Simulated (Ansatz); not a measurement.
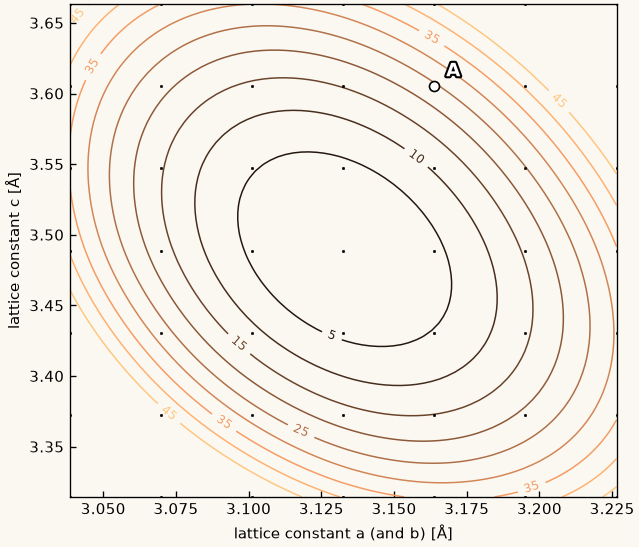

ZrB2 (P6/mmm, No. 191; 3 atoms in the cell). The energy is mapped over the lattice constants a and c of the conventional cell. The first coordinate is: lattice constant a (and b); the second: lattice constant c. Nothing is relaxed (symmetry fixes all fractional coordinates). The grid has 7 × 7 points. Points are written as (first, second). Energies are in meV/atom, from the lowest grid point. Computed with Ansatz, DFT LDA, scalar-relativistic, plane waves, PAW. Settings: cutoff 520 eV, k-mesh 15×15×12 in the order of the run's cell vectors, gaussian smearing 0.15 eV, no spin polarisation.

The picture shows contour lines labelled in meV/atom (none above 45), dots at the grid points, the point A. Between grid points the surface is interpolated.

### Is A at rest? If not, where is it pushed?

A, at (3.164 Å, 3.605 Å), is not a stationary point. The computed force is 410 meV/atom for each Å towards smaller values of lattice constant a (and b) and 290 meV/atom for each Å towards smaller values of lattice constant c.
